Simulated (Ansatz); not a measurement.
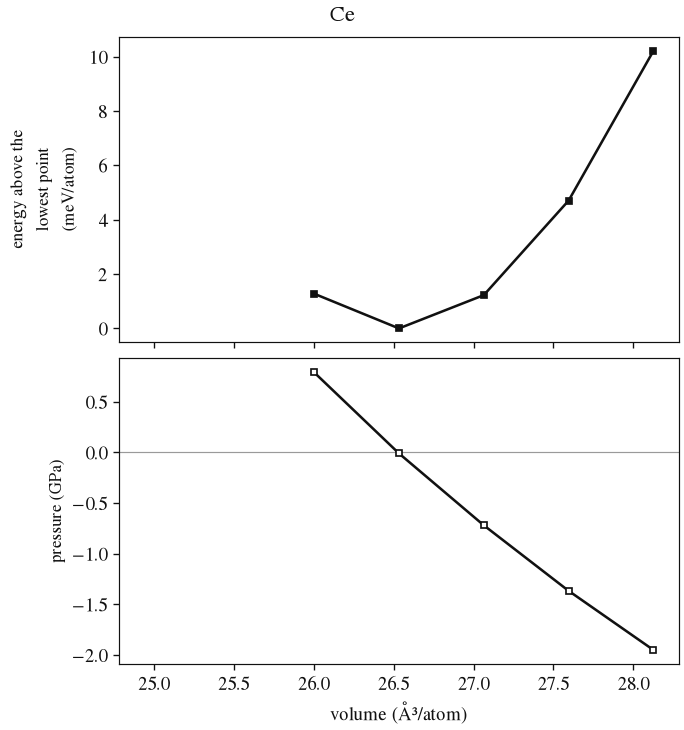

The plot gives the computed energy above the lowest point and pressure against volume for Ce, space group Fm-3m (No. 225) (one of a set of cubic test structures, which need not be the stable phase).

How it was computed, with Ansatz 0.2.0 development build: equation of state of a cubic crystal from periodic Kohn-Sham density functional theory without spin, third-order Birch-Murnaghan fit to the free energies; pressure corrected for the finite basis. Level: PBE.

- structure type: fcc
- atoms in cell: 1
- space group number: 225
- lattice centring: face-centred primitive
- k mesh: 40×40×40
- occupation method: Fermi–Dirac
- occupation width: 0.06123 eV
- wave cutoff: 420 eV
- datasets: soft-1 PAW
- density tolerance: 1e−07 eV
- bands: 16
- density cutoff ratio: 4
- search for lower states: default

The points at volume 24.94 Å³/atom and 25.47 Å³/atom are left out of the plot. What values does the calculation give there?

```
volume (Å³/atom)  energy above the lowest point (meV/atom)  pressure (GPa)
           24.94                                      12.5           2.667
           25.47                                       5.3           1.677
```

Caveats: open f shell treated without spin.
